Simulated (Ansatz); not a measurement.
Cu: geometry relaxation (part 2 of 3)

The same run, continued: Cu (slab, 13 atoms in the cell); DFT LDA, scalar-relativistic, plane waves, PAW, PAW set soft_1, no spin polarisation (Ansatz 0.2.0); cutoff 420 eV, 6×6×1 k-mesh, Gaussian smearing of 0.1 eV. The structure derives from an entry of the Crystallography Open Database. The input holds or restrains some coordinates. Forces given for the steps count only the free coordinates.

Geometry of the input (Å; fractional positions):
```
4.9752  0.0000  0.0000
0.0000  4.9752  0.0000
0.0000  0.0000  18.9179
Cu 0.2500  0.2500  0.2114
Cu 0.2500  0.7500  0.2114
Cu 0.7500  0.2500  0.2114
Cu 0.7500  0.7500  0.2114
Cu 0.0000  0.0000  0.3018
Cu 0.0000  0.5000  0.3018
Cu 0.5000  0.0000  0.3018
Cu 0.5000  0.5000  0.3018
Cu 0.2500  0.2500  0.3921
Cu 0.2500  0.7500  0.3921
Cu 0.7500  0.2500  0.3921
Cu 0.7500  0.7500  0.3921
Cu 0.2500  0.2500  0.5317
```

Log, continued:
```
relax step   4: F+E_penalty+E_count = -85216.09212190 eV  Δ(F+E_penalty+E_count) = -1.627e-2 eV  max|allowed force component| = 7.483e-1 eV/Å  Δτ_max = 0.1550 Å  (7 SCF iters, dr2 threshold 1.00e-4 eV, accepted)
SCF iter   1: F=—  HF=-85216.117471 eV  |F-HF|=—  |Δ(HF+E_count)|=         —  Δρ=1.97e-3  dr2=1.96e-2  ethr=1.37e-4  p=0.085 e·Å  D=3.29e-2 V/Å  ΔV_dip=-0.62 eV  dr2_dipole=2.04e-3  V_vac-E_F(+/−)=4.24/4.86 eV  ⟨swp⟩=4.0  Hψ=3019  notcnv=0  defer=162
efield: sawtooth ramp at fractional position 0.8516 (handed on by an earlier solve), width 0.0400; the density the first Hamiltonian is built on has a dipole p = 0.085 e·Å; the dipole correction subtracts the counter field D = 3.29e-2 V/Å, which shifts the + side's vacuum level by -0.62 eV against the − side's; the planar-averaged density in the ramp window peaks in size at 2.1e-5 e/Å³
preconditioner: auto → LDOS  [metal: Δε(μ)=0.087 eV  Ē_g=7.976 eV  σ=0.100 eV  W_gap=0.43  n_scr=110 (ndim 8)  ℏωp=20.5 eV  f_vac=0.617  D(μ)=4.69/eV (n_scr^D=20)  β→1.0]
SCF iter   2: F=—  HF=-85216.121473 eV  |F-HF|=—  |Δ(HF+E_count)|=   4.00e-3  Δρ=3.96e-3  dr2=4.50e-2  ethr=7.93e-6  p=0.085 e·Å  D=3.27e-2 V/Å  ΔV_dip=-0.62 eV  dr2_dipole=6.06e-4  V_vac-E_F(+/−)=4.23/4.84 eV  ⟨swp⟩=3.0  Hψ=2904  notcnv=0  defer=171
SCF iter   3: F=—  HF=-85216.116539 eV  |F-HF|=—  |Δ(HF+E_count)|=   4.93e-3  Δρ=1.86e-3  dr2=9.21e-3  ethr=7.93e-6  p=0.080 e·Å  D=3.08e-2 V/Å  ΔV_dip=-0.58 eV  dr2_dipole=3.06e-5  V_vac-E_F(+/−)=4.27/4.85 eV  ⟨swp⟩=3.0  Hψ=2643  notcnv=0  defer=171
SCF iter   4: F=—  HF=-85216.114374 eV  |F-HF|=—  |Δ(HF+E_count)|=   2.16e-3  Δρ=3.60e-4  dr2=3.66e-4  ethr=3.73e-6  p=0.083 e·Å  D=3.22e-2 V/Å  ΔV_dip=-0.61 eV  dr2_dipole=7.16e-11  V_vac-E_F(+/−)=4.25/4.85 eV  ⟨swp⟩=2.8  Hψ=2844  notcnv=0  defer=165
SCF iter   5: F=—  HF=-85216.114284 eV  |F-HF|=—  |Δ(HF+E_count)|=   9.05e-5  Δρ=1.51e-4  dr2=6.27e-5  ethr=4.05e-8  p=0.084 e·Å  D=3.24e-2 V/Å  ΔV_dip=-0.61 eV  dr2_dipole=2.33e-6  V_vac-E_F(+/−)=4.24/4.85 eV  ⟨swp⟩=18.4  Hψ=15549  notcnv=0
SCF iter   6: F=-85216.114274 eV  HF=-85216.114277 eV  |F-HF|=2.44e-6  |Δ(HF+E_count)|=   7.11e-6  Δρ=2.33e-5  dr2=2.93e-6  ethr=2.54e-8  p=0.084 e·Å  D=3.25e-2 V/Å  ΔV_dip=-0.61 eV  dr2_dipole=7.82e-7  V_vac-E_F(+/−)=4.24/4.85 eV  ⟨swp⟩=16.5  Hψ=14739  notcnv=0
SCF 5 converged in 6 iterations: F = -85216.114274 eV  dr2 = 2.93e-6
relax step   5: F+E_penalty+E_count = -85216.11427425 eV  Δ(F+E_penalty+E_count) = -2.215e-2 eV  max|allowed force component| = 7.915e-3 eV/Å  Δτ_max = 0.0615 Å  (6 SCF iters, dr2 threshold 1.00e-4 eV, accepted)
iter 1 solved again at ethr=1.19e-9 eV; its pass at ethr=3.10e-3 eV (dr2=2.94e-6 eV) is discarded
SCF iter   1: F=—  HF=-85216.114277 eV  |F-HF|=—  |Δ(HF+E_count)|=         —  Δρ=2.33e-5  dr2=2.94e-6  ethr=1.19e-9  p=0.084 e·Å  D=3.25e-2 V/Å  ΔV_dip=-0.61 eV  dr2_dipole=7.83e-7  V_vac-E_F(+/−)=4.24/4.85 eV  ⟨swp⟩=1.0  Hψ=3520  notcnv=0
efield: sawtooth ramp at fractional position 0.8516 (handed on by an earlier solve), width 0.0400; the density the first Hamiltonian is built on has a dipole p = 0.084 e·Å; the dipole correction subtracts the counter field D = 3.25e-2 V/Å, which shifts the + side's vacuum level by -0.61 eV against the − side's; the planar-averaged density in the ramp window peaks in size at 2.1e-5 e/Å³
preconditioner: auto → LDOS  [metal: Δε(μ)=0.090 eV  Ē_g=7.975 eV  σ=0.100 eV  W_gap=0.45  n_scr=110 (ndim 8)  ℏωp=20.5 eV  f_vac=0.617  D(μ)=4.83/eV (n_scr^D=20)  β→1.0]
SCF iter   2: F=—  HF=-85216.114279 eV  |F-HF|=—  |Δ(HF+E_count)|=   2.09e-6  Δρ=5.82e-5  dr2=9.24e-6  ethr=1.19e-9  p=0.084 e·Å  D=3.26e-2 V/Å  ΔV_dip=-0.62 eV  dr2_dipole=2.54e-8  V_vac-E_F(+/−)=4.24/4.85 eV  ⟨swp⟩=2.6  Hψ=2551  notcnv=0  recentre
SCF iter   3: F=—  HF=-85216.114277 eV  |F-HF|=—  |Δ(HF+E_count)|=   1.68e-6  Δρ=1.59e-5  dr2=7.15e-7  ethr=1.19e-9  p=0.084 e·Å  D=3.25e-2 V/Å  ΔV_dip=-0.62 eV  dr2_dipole=1.83e-8  V_vac-E_F(+/−)=4.24/4.85 eV  ⟨swp⟩=2.1  Hψ=2542  notcnv=0
SCF iter   4: F=—  HF=-85216.114277 eV  |F-HF|=—  |Δ(HF+E_count)|=   9.89e-8  Δρ=6.38e-6  dr2=1.23e-7  ethr=2.89e-10  p=0.084 e·Å  D=3.25e-2 V/Å  ΔV_dip=-0.62 eV  dr2_dipole=6.11e-9  V_vac-E_F(+/−)=4.24/4.85 eV  ⟨swp⟩=2.0  Hψ=2364  notcnv=0
SCF iter   5: F=-85216.114277 eV  HF=-85216.114277 eV  |F-HF|=7.64e-8  |Δ(HF+E_count)|=   4.34e-8  Δρ=1.16e-6  dr2=5.46e-9  ethr=4.05e-11  p=0.084 e·Å  D=3.25e-2 V/Å  ΔV_dip=-0.62 eV  dr2_dipole=6.69e-10  V_vac-E_F(+/−)=4.24/4.85 eV  ⟨swp⟩=12.5  Hψ=10261  notcnv=0
SCF 6 converged in 5 iterations: F = -85216.114277 eV  dr2 = 5.46e-9
relax step   6: F+E_penalty+E_count = -85216.11427732 eV  Δ(F+E_penalty+E_count) = -3.070e-6 eV  max|allowed force component| = 8.471e-3 eV/Å  Δτ_max = 0.0000 Å  (5 SCF iters, accepted)
```

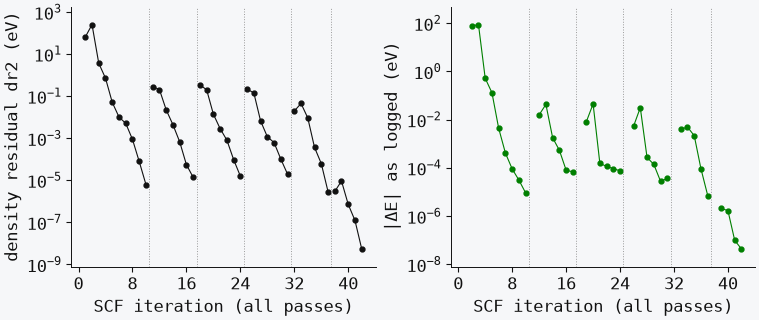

*Convergence of the self-consistent field: density residual dr2 and size of the energy change against the SCF iteration. The dotted lines part the SCF passes of the relaxation: geometry steps, rejected trials and re-solves on a re-selected basis.*

The 6 passes take 5 to 10 iterations each, 42 in all.

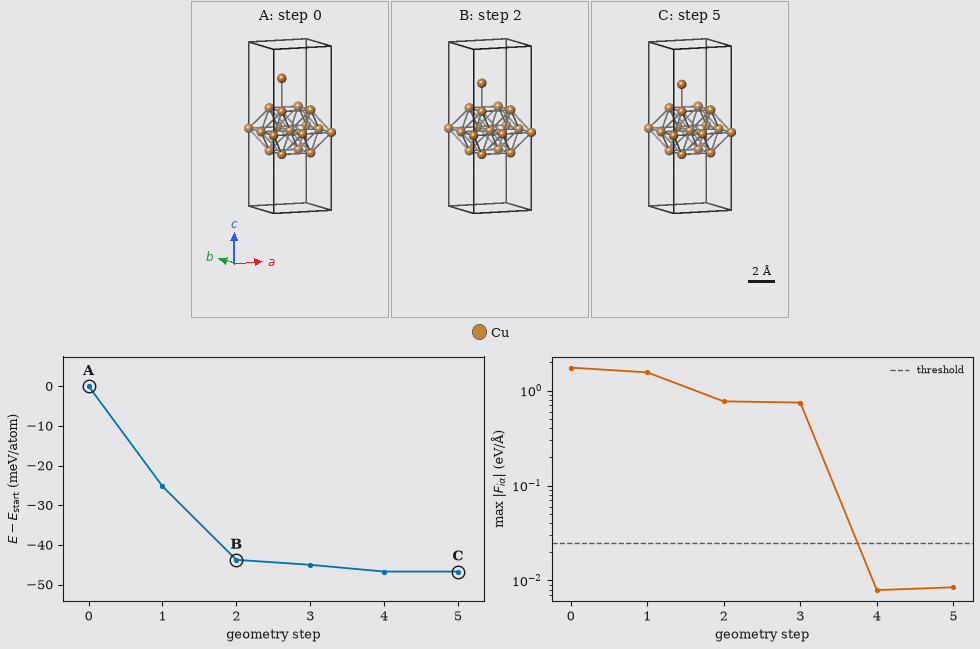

*Frames of the restrained relaxation (ball-and-stick view of the cell of the calculation, with the vacuum cut short, seen slightly off an axis) above the curves, on which the letters mark them (the first geometry is step 0 here and step 1 in the log).*

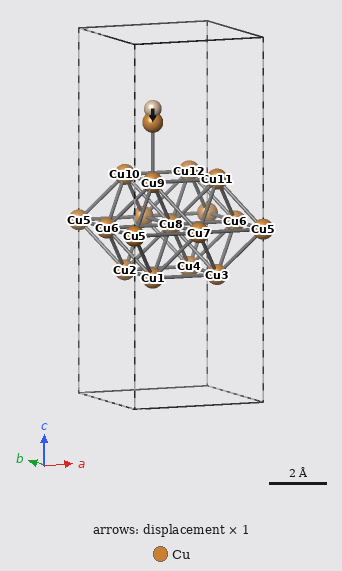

*Start (faint) and end (solid) with the displacements as black arrows, at true length (ball-and-stick view of the cell of the calculation, with the vacuum cut short, seen slightly off an axis).*

The largest move is that of Cu13, 0.48 Å. The cell doesn't change. Among the contacts that change: Cu9–Cu13 2.640 → 2.156 Å. The energy falls by 46.7 meV per atom in 5 geometry steps. The largest force component goes from 1.7 to 0.0085 eV/Å. (Atoms are counted from 1 in the order of the input.)

```
WARN: The output density's exchange-correlation potential varies sharply where the density is thin. Do not read a vacuum level from v_tot or v_xc, or from such a field of the output density. On a cell that repeats whose density bears no net charge and no dipole along the vacuum's axis use v_es (v_loc + v_h of the components); under efield.dipole_correction with no amplitude use v_es + v_field, which holds any external_charges[].barrier, or the levels of the report's work_function block, which leave it out; under a non-zero efield.amplitude the vacuum is tilted and has no level; on a cell that repeats and bears such a dipole with no correction it is tilted too, and efield.dipole_correction with no amplitude gives each side of its ramp a level where efield: is served; in a cell that repeats whose density bears a net charge (total_charge, or a fill off its count) it is curved and has none; of a slab under crystal.periodic whose density bears no net charge use v_es, which has a level on each side, short of where the two are joined; of another it falls or rises all the way out and has none; of a slab beside external_charges read slab_vacuum_level instead, which it has where they leave it neutral. The grid or the basis barely resolves most such structure, and the values can differ between equally converged runs; as a rule a tighter scf.convergence.dr2_threshold does not remove it. Where the density itself ripples (under the LDA too) a higher basis.ecutwfc lessens it. The files hold the spikes' plane waves up to the density's cutoff. Files: v_tot_of_output_density and the like, and their columns of v_z.tsv (output.write_potential); v_xc_of_output_density and the like, and their columns of v_comp_z.tsv (output.write_potential_components). Measured: with its Gaussian average of σ = 0.25 Å subtracted twice, the exchange-correlation potential is over 0.1 eV at 24 of the grid points where the equally averaged density (valence and model cores) is under 1e-3 e/Å³, and 0.125 eV at the most among them, at an averaged density of 4.4e-6 e/Å³. The input density's (outcome.potential() and, of a run that writes arrays, v_tot and v_xc) is over 0.1 eV, so measured, at 99 points of its own thin density, 0.147 eV at the most. See output.write_potential in the manual, Limitations
SCF converged after 5 iterations
Free energy (F): -85216.114277 eV
Harris-Foulkes:  -85216.114277 eV  (|F-HF|=7.64e-8)
Internal energy: -85216.090118 eV  (E = F + TS)
E sigma→0 (E₀):  -85216.102198 eV
Entropy (-TS):   -0.024159 eV (-1.858 meV/atom)
Fermi energy:    2.193965 eV
Dipole field:    D = 0.032569 V/Å  (p = 0.084281 e·Å, saw-weighted, corrected)
Work function:   Φ+ = 4.2381 eV   Φ− = 4.8541 eV
Levels:          The Fermi level and band energies are counted from a zero that moves with the ramp; work functions are not
--- Per-component energies (eV) ---
  E_band       = -8188.400805
  E_kinetic    = 3422.618422
  E_local      = -397055.735998  (includes V_loc(G=0)·N_el)
  E_nonlocal   = 11654.143141
  E_hartree    = 192325.312730
  E_xc         = -886.772937
  E_vxc        = -1149.372422  (∫ρ·V_xc dr)
  E_paw        = -22727.526199  (= ΣΔE_a)
  E_vpaw       = -9718.918400  (= ΣTr[D̂ρ^β])
  E_aug_tail   = 0.012384  (compensation charges beyond the density's cutoff)
  E_efield     = 0.001372  (sawtooth field / dipole correction)
  E_vefield    = 8.229546  (∫n·V_field dr)
  E_ewald      = 128046.011375
  E_core_change = 5.845592  (= ΣΔE_core)
  E_smearing   = -0.024159  (= −TS)
  E_closure    = 0.000000  (closes the sum)
  Σ components = -85216.114277   (vs F -85216.114277, Δ=0.00e0)
--- Forces (eV/Å), atoms counted from 1 ---
  atom   1  Cu    -0.00000000     0.00000000     0.01394853
  atom   2  Cu     0.00000000     0.00000000    -0.00754431
  atom   3  Cu    -0.00000000     0.00000000    -0.00754431
  atom   4  Cu    -0.00000000     0.00000000    -0.04199908
  atom   5  Cu     0.01629549     0.01629549    -0.10822317
  atom   6  Cu     0.01629549    -0.01629549    -0.10822317
  atom   7  Cu    -0.01629549     0.01629549    -0.10822317
  atom   8  Cu    -0.01629549    -0.01629549    -0.10822317
  atom   9  Cu     0.00000000     0.00000000    -0.73347530
  atom  10  Cu     0.00000000     0.00000000     0.56258895
  atom  11  Cu     0.00000000     0.00000000     0.56258895
  atom  12  Cu     0.00000000     0.00000000     0.07586735
  atom  13  Cu     0.00000000     0.00000000     0.00847062
  max |Σ_I F_I| component: 8.73e-6 eV/Å
--- Band table (eV; the first three rows and the last of 10) ---
  k-point 0: bands = ["-109.8488", "-109.8412", "-109.8412", "-109.8340", "-109.5724", "-109.3491", "-109.3140", "-109.3089", "-109.3038", "-109.2992", "-109.2978", "-109.2812", "-108.1010", "-67.7170", "-67.7056", "-67.7018", "-67.7018", "-67.6652", "-67.6573", "-67.6573", "-67.6446", "-67.6273", "-67.6273", "-67.6246", "-67.6152", "-67.4418", "-67.3670", "-67.3670", "-67.2133", "-67.2133", "-67.1907", "-67.1907", "-67.1861", "-67.1861", "-67.1416", "-67.1295", "-67.1295", "-67.1137", "-67.1137", "-67.1093", "-67.1093", "-67.1040", "-67.1040", "-67.0986", "-67.0965", "-67.0878", "-67.0778", "-67.0763", "-67.0626", "-66.0828", "-65.8859", "-65.8859", "-6.9329", "-4.2447", "-3.2586", "-3.2586", "-3.0400", "-2.9917", "-2.8803", "-2.8659", "-2.5036", "-2.4852", "-2.3810", "-2.3810", "-2.2539", "-2.1974", "-1.8587", "-1.5582", "-1.3350", "-1.3350", "-1.3024", "-1.2900", "-1.2900", "-1.1096", "-1.1036", "-1.1036", "-0.9710", "-0.9710", "-0.9532", "-0.8921", "-0.8649", "-0.8477", "-0.8448", "-0.8448", "-0.8190", "-0.7149", "-0.3664", "-0.3664", "-0.2018", "-0.1620", "-0.1033", "-0.0668", "0.0186", "0.0681", "0.0681", "0.2111", "0.2111", "0.2739", "0.2747", "0.2943", "0.2943", "0.4122", "0.4451", "0.4499", "0.4857", "0.5453", "0.5470", "0.5592", "0.5738", "0.5738", "0.6599", "0.6599", "0.6642", "0.8771", "0.8771", "0.9256", "0.9730", "1.0087", "1.0289", "1.0341", "1.9880", "1.9984", "2.0105", "2.0105", "2.1331", "2.1331", "2.3414", "4.2625", "5.0293", "5.0293", "5.0435", "5.4185", "5.9738", "6.3072", "6.6859", "7.1094", "7.5338", "7.5338", "8.5462", "8.5462", "8.5681", "9.5585", "9.6094", "9.6094", "9.9047", "10.0074", "10.2843", "10.5248", "10.7083"]
  k-point 1: bands = ["-109.8483", "-109.8417", "-109.8407", "-109.8344", "-109.5724", "-109.3490", "-109.3137", "-109.3089", "-109.3042", "-109.2990", "-109.2978", "-109.2814", "-108.1010", "-67.7144", "-67.7025", "-67.7020", "-67.6965", "-67.6646", "-67.6578", "-67.6564", "-67.6455", "-67.6328", "-67.6282", "-67.6267", "-67.6176", "-67.4417", "-67.3669", "-67.3656", "-67.2132", "-67.2086", "-67.1905", "-67.1863", "-67.1859", "-67.1812", "-67.1415", "-67.1342", "-67.1294", "-67.1156", "-67.1144", "-67.1135", "-67.1094", "-67.1083", "-67.1042", "-67.0983", "-67.0964", "-67.0880", "-67.0777", "-67.0763", "-67.0627", "-66.0828", "-65.8859", "-65.8859", "-6.7599", "-4.0960", "-3.6283", "-3.1388", "-2.9402", "-2.9325", "-2.8731", "-2.7981", "-2.4682", "-2.4387", "-2.3772", "-2.3247", "-2.2425", "-2.1766", "-1.7900", "-1.5410", "-1.4883", "-1.4008", "-1.3634", "-1.2834", "-1.2471", "-1.2094", "-1.1291", "-1.0657", "-1.0571", "-0.9305", "-0.8965", "-0.8783", "-0.8369", "-0.8331", "-0.8234", "-0.7889", "-0.7511", "-0.6117", "-0.5177", "-0.4504", "-0.1967", "-0.1919", "-0.1588", "-0.0927", "-0.0218", "0.0082", "0.1082", "0.1331", "0.1871", "0.2218", "0.2287", "0.2336", "0.2551", "0.2935", "0.3706", "0.4086", "0.4464", "0.4649", "0.5140", "0.5249", "0.5434", "0.5841", "0.6218", "0.6784", "0.6882", "0.8096", "0.8549", "0.8813", "0.9323", "0.9351", "0.9710", "0.9771", "1.1058", "1.4426", "2.1759", "2.2655", "2.4876", "2.5943", "3.4975", "4.4568", "4.6154", "4.6609", "5.2047", "5.5329", "6.1880", "6.3968", "6.8342", "7.2493", "7.3686", "7.3715", "7.9400", "7.9793", "8.8076", "9.3934", "9.6894", "9.7658", "9.9629", "10.1390", "10.5385", "10.9750", "11.0990"]
```
